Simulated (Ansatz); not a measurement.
# Energy of ZrB$_{2}$ along a strain of the cell

System: ZrB$_{2}$ (P6/mmm, 3 atoms in the cell).
Method: DFT LDA, scalar-relativistic, plane waves, PAW, no spin polarisation (Ansatz 0.2.0).

The 7 runs differ only in the geometry, by a strain of the cell at fixed fractional positions. Against run 4, the strain is εzz = η. The structure derives from an entry of the Crystallography Open Database.

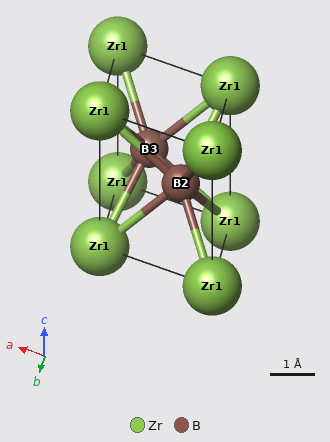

Figure 1. The structure of run 4 (ball-and-stick view of the cell of the calculation, seen at an oblique angle; atoms are numbered from 1 in the order of the input).

### Input of run 4
```yaml
crystal:
  lattice:
    - [3.2265, 0.0, 0.0]
    - [-1.61325, 2.7942309653, 0.0]
    - [0.0, 0.0, 3.4889014692]
  atoms:
    - { symbol: Zr, position: [0.0, 0.0, 0.0] }
    - { symbol: B, position: [0.3333333333, 0.6666666667, 0.5] }
    - { symbol: B, position: [0.6666666667, 0.3333333333, 0.5] }
basis:
  ecutwfc: 520.0
kpoints:
  mp_grid: { grid: [15, 15, 12] }
hamiltonian:
  xc: lda
  pseudopotentials: { kind: paw }
scf:
  occupations: { method: gaussian, width: 0.15 }
output:
  forces: true
  stress: true
  eigenvalues: true
```

Command:
```bash
ansatz run input.yaml --threads 1 --pin off --max-ram 2048MiB --backend cpu --events-out ev --progress --plain --runs-dir out
```

Lattice vectors (Å) and fractional positions of run 4:
```
   3.226500    0.000000    0.000000
  -1.613250    2.794231    0.000000
   0.000000    0.000000    3.488901
Zr  0.000000  0.000000  0.000000
B   0.333333  0.666667  0.500000
B   0.666667  0.333333  0.500000
```

Run 2 differs from it as follows:
```diff
-    - [0.0, 0.0, 3.4889014692]
+    - [0.0, 0.0, 3.3726]
```

### Results, with one run withheld

| run | strain parameter η (%) | free energy per atom, from the lowest run given (meV) | pressure (GPa) |
| --- | --- | --- | --- |
| 1 | −4.9988 | 16.53 | −2.46 |
| 2 | −3.3335 | ? | ? |
| 3 | −1.6653 | 0.00 | −10.62 |
| 4 | 0.0000 | 4.05 | −14.10 |
| 5 | 1.6652 | 15.39 | −17.22 |
| 6 | 3.3334 | 33.47 | −20.02 |
| 7 | 4.9987 | 57.62 | −22.52 |

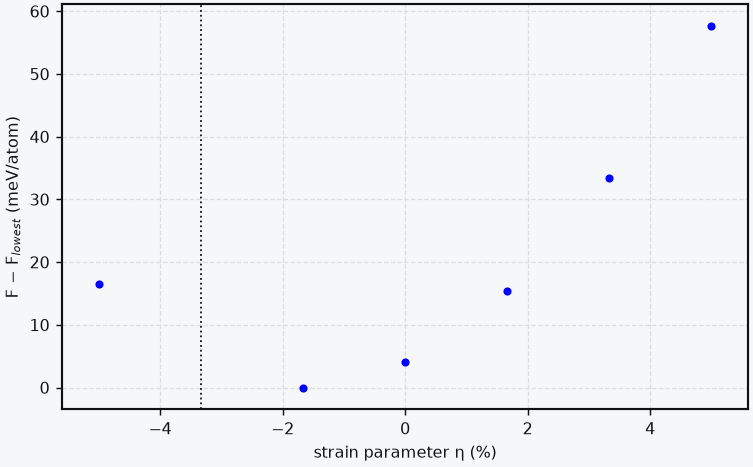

Figure 2. Free energy per atom of the runs given; the dotted line marks run 2.

Fit the runs given and predict run 2.

A cubic polynomial in the coordinate, fitted to the 6 runs given, misses them by at most 0.02 meV per atom. With x = η − 0.5555, it reads F = 7.0381 + 6.128 x + 1.2841 x² − 0.022823 x³ (meV per atom). At run 2 it gives 3.97 meV per atom, and the run itself gives 3.92. The fit has its minimum at η = −1.6955 %.

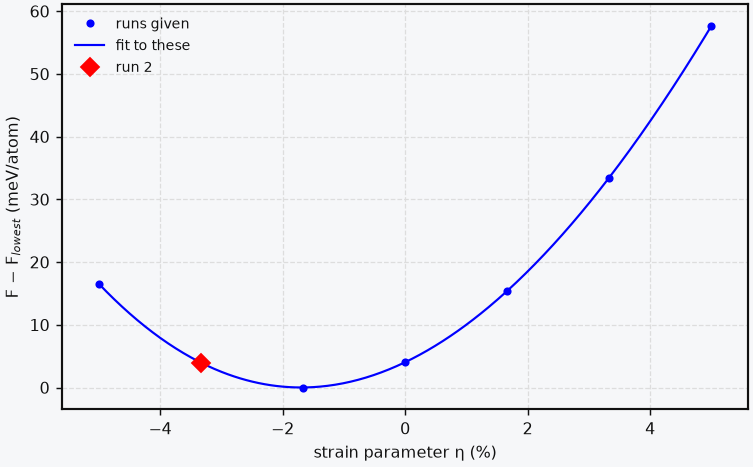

Figure 3. The fit and the withheld run.

### Output, shortened to warnings, some set-up lines, iterations and results (run 2)
```
Basis set: ecut = 520 eV, 799 PW (Γ)
Symmetry: 24 space group operations
k-points: 189 of 2700
Initial density: superposition of atomic densities (neutral atoms: chi_scale 0, normalization atom), corrected by the library's trained network
[...]
SCF iter   1: F=—  HF=-4380.177470 eV  |F-HF|=—  |Δ(HF+E_count)|=         —  Δρ=5.22e-3  dr2=6.18e-3  ethr=1.77e-3  ⟨swp⟩=4.9  Hψ=11906  notcnv=0
SCF iter   2: F=—  HF=-4380.176471 eV  |F-HF|=—  |Δ(HF+E_count)|=   9.99e-4  Δρ=3.01e-3  dr2=1.98e-3  ethr=3.43e-5  ⟨swp⟩=1.1  Hψ=4003  notcnv=0
SCF iter   3: F=—  HF=-4380.176035 eV  |F-HF|=—  |Δ(HF+E_count)|=   4.36e-4  Δρ=3.30e-4  dr2=1.54e-5  ethr=1.10e-5  ⟨swp⟩=2.4  Hψ=3672  notcnv=0
SCF iter   4: F=—  HF=-4380.176032 eV  |F-HF|=—  |Δ(HF+E_count)|=   3.02e-6  Δρ=8.36e-5  dr2=2.14e-6  ethr=8.54e-8  ⟨swp⟩=2.0  Hψ=4160  notcnv=0
SCF iter   5: F=-4380.176031 eV  HF=-4380.176031 eV  |F-HF|=2.42e-8  |Δ(HF+E_count)|=   8.72e-7  Δρ=1.24e-5  dr2=3.74e-8  ethr=1.19e-8  ⟨swp⟩=2.0  Hψ=4164  notcnv=0
SCF iter   6: F=-4380.176031 eV  HF=-4380.176031 eV  |F-HF|=5.42e-9  |Δ(HF+E_count)|=   1.17e-8  Δρ=6.56e-6  dr2=7.02e-9  ethr=2.08e-10  ⟨swp⟩=2.0  Hψ=8215  notcnv=0
SCF 1 converged in 6 iterations: F = -4380.176031 eV  dr2 = 7.02e-9
SCF converged after 6 iterations
Free energy (F): -4380.176031 eV
Harris-Foulkes:  -4380.176031 eV  (|F-HF|=5.42e-9)
Internal energy: -4380.172565 eV  (E = F + TS)
E sigma→0 (E₀):  -4380.174298 eV
Entropy (-TS):   -0.003466 eV (-1.155 meV/atom)
Fermi energy:    15.725194 eV
--- Per-component energies (eV) ---
  E_band       = -24.766454
  E_kinetic    = 436.477031
  E_local      = -557.049847  (includes V_loc(G=0)·N_el)
  E_nonlocal   = 105.762682
  E_hartree    = 175.319343
  E_xc         = -227.768308
  E_vxc        = -271.111004  (∫ρ·V_xc dr)
  E_paw        = -2994.074601  (= ΣΔE_a)
  E_vpaw       = -89.482214  (= ΣTr[D̂ρ^β])
  E_aug_tail   = -0.000002  (compensation charges beyond the density's cutoff)
  E_ewald      = -1319.300934
  E_core_change = 0.462069  (= ΣΔE_core)
  E_smearing   = -0.003466  (= −TS)
  E_closure    = 0.000000  (closes the sum)
  Σ components = -4380.176031   (vs F -4380.176031, Δ=0.00e0)
--- Forces (eV/Å), atoms counted from 1 ---
  atom   1  Zr     0.00000000    -0.00000000     0.00000000
  atom   2  B     -0.00000000    -0.00000000     0.00000000
  atom   3  B      0.00000000     0.00000000     0.00000000
  max |Σ_I F_I| component: 3.70e-17 eV/Å
--- Stress (GPa, compression-positive) ---
      -13.852617       0.000000       0.000000
        0.000000     -13.852617       0.000000
        0.000000       0.000000       7.471658
  P = ⅓ Tr σ = -6.7445 GPa (-67.445 kbar)
```
